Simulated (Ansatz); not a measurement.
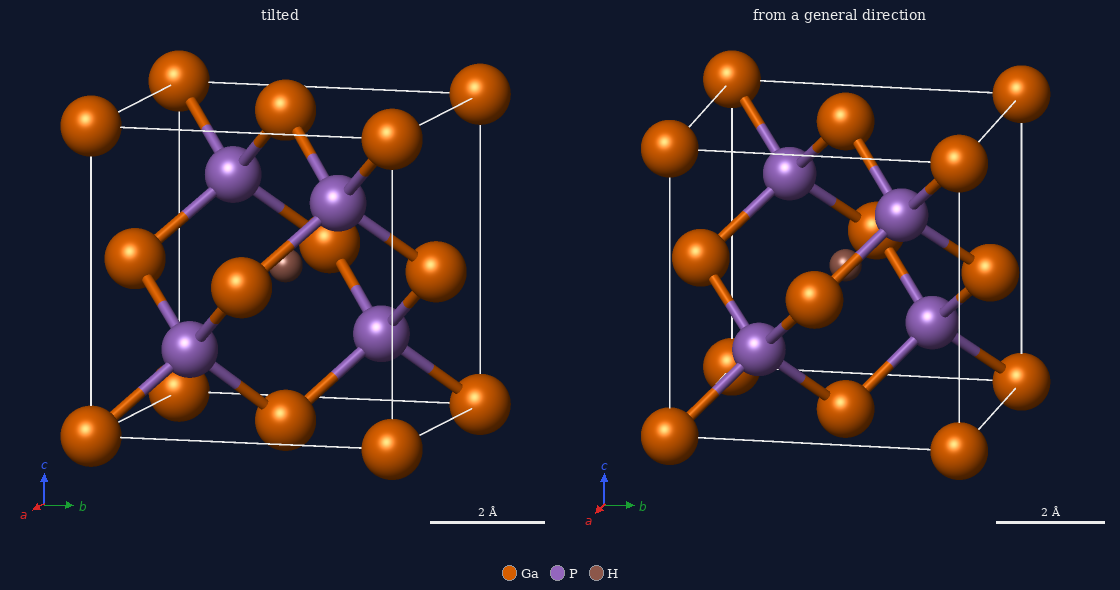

Drawn in the ball-and-stick manner and seen slightly off an axis and from a general direction. The lines enclose the supercell; boundary atoms appear with their images. The host is GaP, in a cell of 8 sites, and the cell carries a charge of -1.

Question: How does this supercell depart from the perfect host?

Answer: An interstitial hydrogen atom. It is bonded to no bonds drawn.

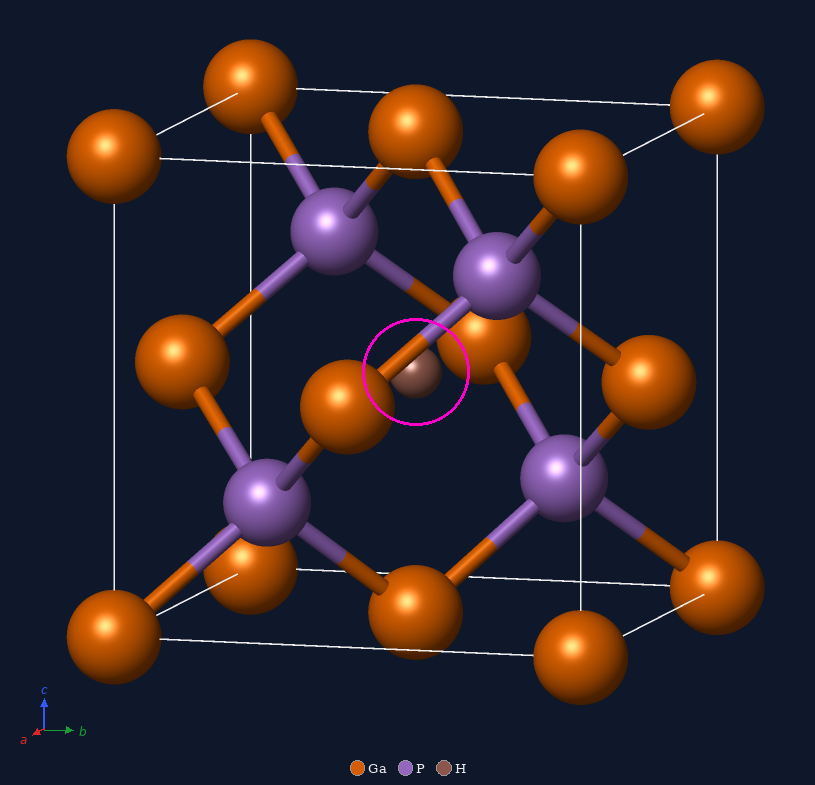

The same cell with a ring at the defect's site.

The atoms were relaxed in the host's cell with DFT PBE, scalar-relativistic, plane waves, PAW (Ansatz).
